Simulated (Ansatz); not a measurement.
## PtSe₂: single-point calculation (part 1 of 2)

The run: single-point calculation of PtSe₂ (slab, 12 atoms in the cell). Method and program: DFT PBE+D3(BJ), scalar-relativistic, plane waves, PAW, no spin polarisation (Ansatz 0.2.0).

The structure derives from an entry of the Crystallography Open Database. It belongs to a series of runs on one base structure; here: the slab at its places in the relaxed adsorbed structure. Figures and captions count atoms from 1; the log counts them from 0 in places.

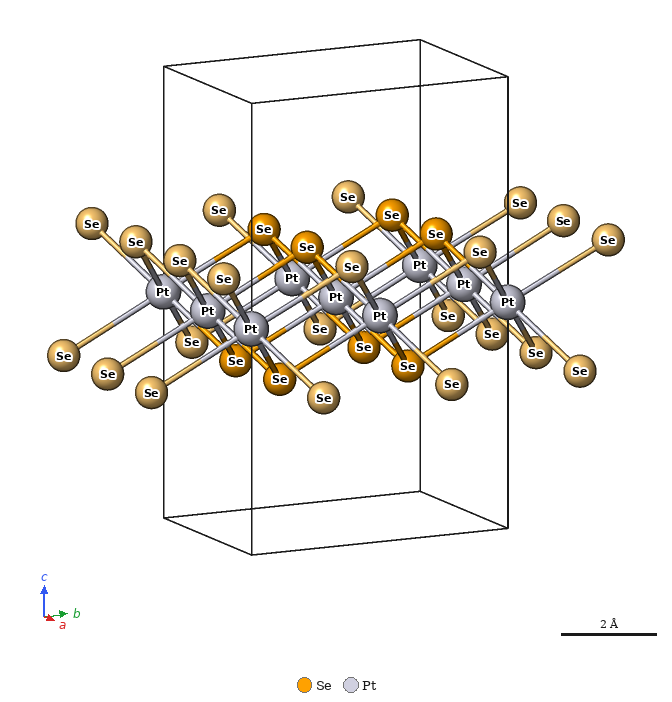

The structure (ball-and-stick view of the cell of the calculation, with the vacuum cut short, seen slightly off an axis; neighbours outside the cell are drawn fainter). An atom can appear more than once, as a periodic image.

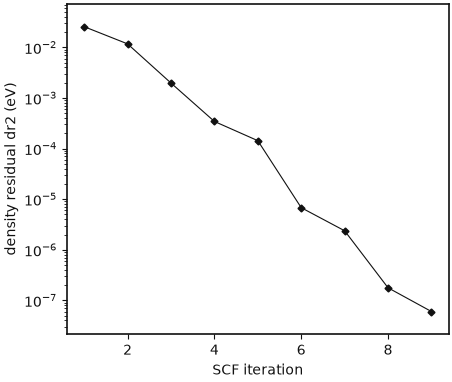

Convergence of the self-consistent field: density residual dr2 against the SCF iteration. The residual falls at every step.

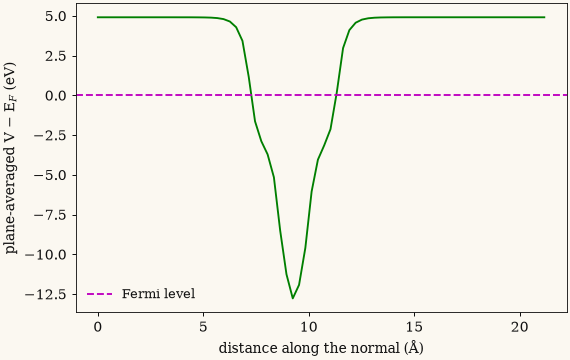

Plane average of the electrostatic potential energy of an electron across the cell, from the Fermi level. The vacuum level lies 4.91 eV above the Fermi level.

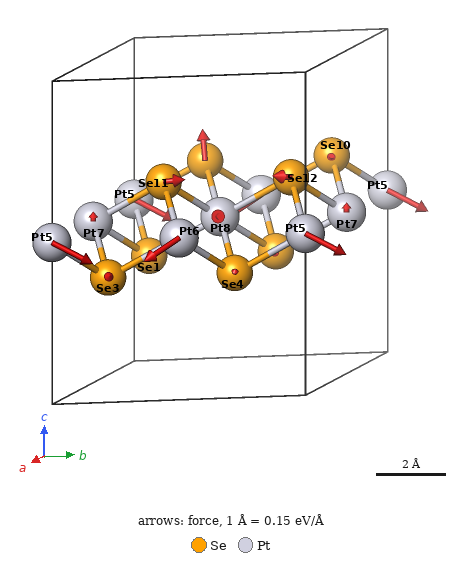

Forces on the atoms as red arrows (ball-and-stick view of the cell of the calculation, with the vacuum cut short, seen slightly off an axis; atoms are numbered from 1 in the order of the input). The largest act on Pt5, Pt6 (0.20 eV/Å); Se9 (0.14 eV/Å); Se11, Se12 (0.10 eV/Å); Pt8 (0.09 eV/Å). The geometry is not a stationary point of this energy.

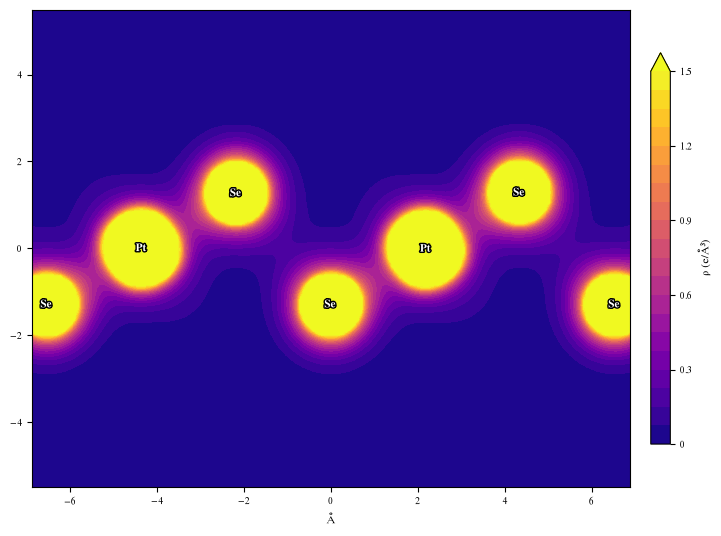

Valence pseudo-density on the (110) plane of the calculation cell, a cut from vacuum to vacuum. Atoms in the plane: Se and Pt. Pt–Se (2.53 Å): ρ at the midpoint is about 0.57 e/Å³. The density dies away to nearly zero in the vacuum. In a PAW calculation such maps are meaningful between the atoms, not at the nuclei.

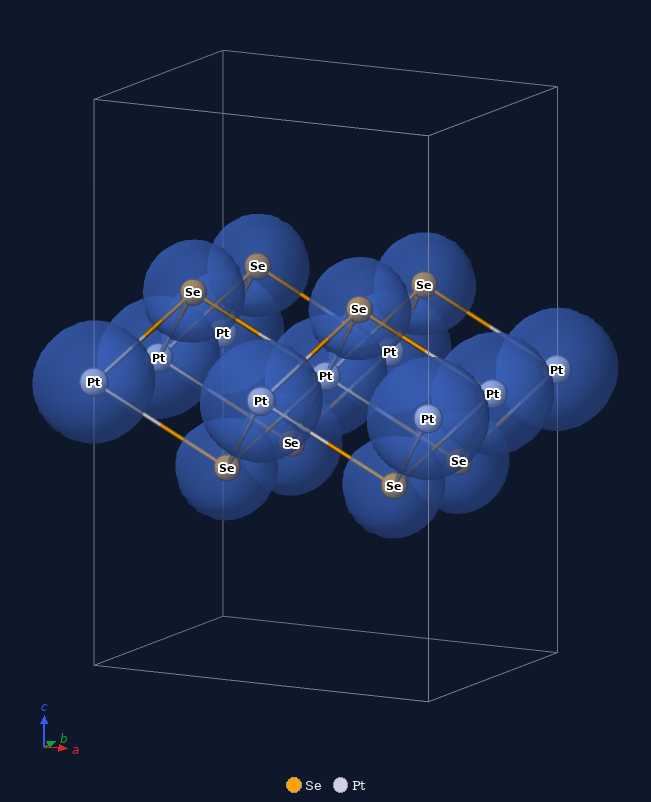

Isosurface of the valence pseudo-density at 1 e/Å³ (blue), seen slightly off an axis. Sticks mark near contacts. At this value the density breaks into separate islands; it holds about 70 % of the electrons treated as valence (semicore included). It is pinched off along the Pt–Se (2.52 Å) contacts. On the grid the lowest density along these lines, outside the cores, is 0.57 e/Å³ (Pt–Se, 2.52 Å).

These pictures come from the run below.

The input
```yaml
crystal:
  lattice:
    - [7.5434048785, 0.0, 0.0]
    - [-3.7717024393, 6.5327802559, 0.0]
    - [0.0, 0.0, 21.4645116858]
  atoms:
    - { symbol: Se, position: [0.3333333333, 0.1666666667, 0.3727082226] }
    - { symbol: Se, position: [0.3333333333, 0.6666666667, 0.3727082226] }
    - { symbol: Se, position: [0.8333333333, 0.1666666667, 0.3727082226] }
    - { symbol: Se, position: [0.8333333333, 0.6666666667, 0.3727082226] }
    - { symbol: Pt, position: [-0.0004947149, -0.0013282783, 0.4329897921] }
    - { symbol: Pt, position: [-0.0004927136, 0.5008330824, 0.4329797728] }
    - { symbol: Pt, position: [0.4997117547, -0.0001435146, 0.4323426014] }
    - { symbol: Pt, position: [0.5008226197, 0.5004179602, 0.4326376769] }
    - { symbol: Se, position: [0.1675767777, 0.3338443202, 0.4919499095] }
    - { symbol: Se, position: [0.1674903553, 0.8337367593, 0.4929760337] }
    - { symbol: Se, position: [0.6655550765, 0.3313200841, 0.4926338576] }
    - { symbol: Se, position: [0.6655585528, 0.8342657808, 0.4926257034] }
basis:
  ecutwfc: 420
kpoints:
  mp_grid: { grid: [3, 3, 1] }
hamiltonian:
  xc: pbe
  dispersion: d3bj
scf:
  occupations: { method: gaussian, width: 0.1 }
output:
  forces: true
  eigenvalues: true
  write_density: true
  volumetric_format: npy
efield:
  axis: 3
  dipole_correction: true
  ramp_width: 0.04
```

Launch command:
```bash
ansatz run input.yaml --threads 4 --pin off --max-ram 10240MiB --backend cpu --events-out ev --progress --plain --runs-dir out
```

What the program printed
```
Engine: ansatz 0.2.0, x86_64-unknown-linux-gnu
Pseudopotentials: kind: paw
Pseudopotential: Se, paw, valence charge 16, recommended cutoff 420 eV (normal), Se.paw.azcp
Pseudopotential: Pt, paw, valence charge 18, recommended cutoff 420 eV (normal), Pt.paw.azcp
Functional definition: PBE
  parameter kappa = 0.804
  parameter beta = 0.06672455060314922
  exchange = pbe_x(kappa = kappa, mu = beta*pi^2/3)
  correlation = pbe_c(beta = beta)
Crystal: 12 atoms, lattice volume = 1057.758 Å³
Basis set: ecut = 420 eV, 20639 PW (Γ), exchange–correlation on 108×108×288 points (8 copies of the dense FFT grid, shifted against one another)
Bands: 120, of which v1, the nominal top of the filled ones, is band 100 counted from 1 (99 counted from 0)
Symmetry: 1 space group operations
Space group: P1 (ITA 1), of the structure as read, at distance tolerance 1.0e-4 Å
k-points: 5 of 9 (time reversal used)
Non-local potential: Se, projectors of the file, l = 0: 2, l = 1: 2, l = 2: 3, l = 3: 1
Non-local potential: Pt, projectors of the file, l = 0: 3, l = 1: 2, l = 2: 2, l = 3: 1
PAW form: soft (Blöchl's): semilocal exchange-correlation on the pseudo side does not see the compensation charge
PAW one-centre angular grid: Se, 590 points (default); XC on 64 Gauss nodes
PAW one-centre angular grid: Pt, 590 points (default); XC on 64 Gauss nodes
Initial density: superposition of atomic densities (neutral atoms: chi_scale 0, normalization atom), corrected by the library's trained network
Initial wavefunctions: pseudopotential atomic-orbital guess
Functional: x = pbe(κ = 0.804, μ = 0.2195149727645171), c = pbe(β = 0.06672455060314922)
SCF iter   1: F=—  HF=-93852.905016 eV  |F-HF|=—  |Δ(HF+E_count)|=         —  Δρ=1.56e-3  dr2=2.56e-2  ethr=1.77e-3  p=-0.000 e·Å  D=-5.08e-5 V/Å  ΔV_dip=0.00 eV  dr2_dipole=7.77e-7  V_vac-E_F(+/−)=4.89/4.88 eV  ⟨swp⟩=8.0  Hψ=2325  notcnv=0  defer=13
efield: sawtooth ramp at fractional position 0.9128 (placed from the atoms, in the widest stretch of the axis that holds none; the zero of the levels goes with the place), width 0.0400; the density the first Hamiltonian is built on has a dipole p = -0.000 e·Å; the dipole correction subtracts the counter field D = -5.08e-5 V/Å, which shifts the + side's vacuum level by +0.00 eV against the − side's; the planar-averaged density in the ramp window peaks in size at 3.6e-6 e/Å³
preconditioner: auto → Resta (q_TF=auto, 2.067 Å⁻¹)  ε∞=2.4  [insulator: Δε(μ)=1.652 eV  Ē_g=9.158 eV  σ=0.100 eV  W_gap=1.00  n_scr=176 (ndim 8)  ℏωp=10.7 eV  f_vac=0.726  D(μ)=0.00/eV (n_scr^D=0)  ε∞_Penn≈2.4  vacuum switching on, ρ_ref=6.1e-3 e/Å³]
SCF iter   2: F=—  HF=-93852.901294 eV  |F-HF|=—  |Δ(HF+E_count)|=   3.72e-3  Δρ=8.62e-4  dr2=1.17e-2  ethr=1.28e-5  p=-0.001 e·Å  D=-1.45e-4 V/Å  ΔV_dip=0.00 eV  dr2_dipole=1.88e-6  V_vac-E_F(+/−)=4.92/4.92 eV  ⟨swp⟩=3.2  Hψ=1197  notcnv=0  defer=15
SCF iter   3: F=—  HF=-93852.900221 eV  |F-HF|=—  |Δ(HF+E_count)|=   1.07e-3  Δρ=4.58e-4  dr2=1.97e-3  ethr=5.84e-6  p=-0.000 e·Å  D=-1.29e-5 V/Å  ΔV_dip=0.00 eV  dr2_dipole=1.97e-6  V_vac-E_F(+/−)=4.90/4.90 eV  ⟨swp⟩=2.0  Hψ=719  notcnv=0  defer=15
SCF iter   4: F=—  HF=-93852.900485 eV  |F-HF|=—  |Δ(HF+E_count)|=   2.63e-4  Δρ=1.68e-4  dr2=3.43e-4  ethr=9.86e-7  p=-0.001 e·Å  D=-2.38e-4 V/Å  ΔV_dip=0.01 eV  dr2_dipole=1.52e-5  V_vac-E_F(+/−)=4.91/4.90 eV  ⟨swp⟩=2.0  Hψ=649  notcnv=0  defer=15
SCF iter   5: F=—  HF=-93852.900575 eV  |F-HF|=—  |Δ(HF+E_count)|=   9.01e-5  Δρ=5.87e-5  dr2=1.43e-4  ethr=1.72e-7  p=0.001 e·Å  D=1.55e-4 V/Å  ΔV_dip=-0.00 eV  dr2_dipole=2.51e-5  V_vac-E_F(+/−)=4.91/4.91 eV  ⟨swp⟩=2.0  Hψ=738  notcnv=0  defer=15
SCF iter   6: F=—  HF=-93852.900574 eV  |F-HF|=—  |Δ(HF+E_count)|=   1.37e-6  Δρ=2.11e-5  dr2=6.78e-6  ethr=7.16e-8  p=-0.000 e·Å  D=-5.39e-5 V/Å  ΔV_dip=0.00 eV  dr2_dipole=1.48e-8  V_vac-E_F(+/−)=4.91/4.91 eV  ⟨swp⟩=2.0  Hψ=616  notcnv=0  defer=15
SCF iter   7: F=—  HF=-93852.900639 eV  |F-HF|=—  |Δ(HF+E_count)|=   6.57e-5  Δρ=1.10e-5  dr2=2.37e-6  ethr=3.39e-9  p=-0.000 e·Å  D=-4.89e-5 V/Å  ΔV_dip=0.00 eV  dr2_dipole=5.25e-8  V_vac-E_F(+/−)=4.91/4.91 eV  ⟨swp⟩=2.0  Hψ=737  notcnv=0  defer=15
SCF iter   8: F=—  HF=-93852.900639 eV  |F-HF|=—  |Δ(HF+E_count)|=   5.15e-8  Δρ=3.67e-6  dr2=1.77e-7  ethr=1.18e-9  p=-0.000 e·Å  D=-5.63e-5 V/Å  ΔV_dip=0.00 eV  dr2_dipole=1.49e-9  V_vac-E_F(+/−)=4.91/4.91 eV  ⟨swp⟩=2.0  Hψ=730  notcnv=0  defer=15
SCF iter   9: F=-93852.900640 eV  HF=-93852.900640 eV  |F-HF|=2.93e-8  |Δ(HF+E_count)|=   2.44e-7  Δρ=1.55e-6  dr2=6.01e-8  ethr=5.00e-11  p=-0.000 e·Å  D=-5.81e-5 V/Å  ΔV_dip=0.00 eV  dr2_dipole=4.65e-11  V_vac-E_F(+/−)=4.91/4.91 eV  ⟨swp⟩=15.0  Hψ=2602  notcnv=0
SCF 1 converged in 9 iterations: F = -93852.900640 eV  dr2 = 6.01e-8
  greatest PAW one-centre occupation: 1.000 electrons in one spin orbital (limit 2), on the Pt atom at site 6 (counted from 0), in its partial waves of l = 0
SCF converged after 9 iterations
Free energy (F): -93852.900640 eV
Harris-Foulkes:  -93852.900640 eV  (|F-HF|=2.93e-8)
Internal energy: -93852.900640 eV  (E = F + TS)
E sigma→0 (E₀):  -93852.900640 eV
Fermi energy:    -0.791312 eV
Dipole field:    D = -0.000062 V/Å  (p = -0.000363 e·Å, saw-weighted, corrected)
Work function:   Φ+ = 4.9103 eV   Φ− = 4.9090 eV
Levels:          The Fermi level and band energies are counted from a zero that moves with the ramp; work functions are not
```
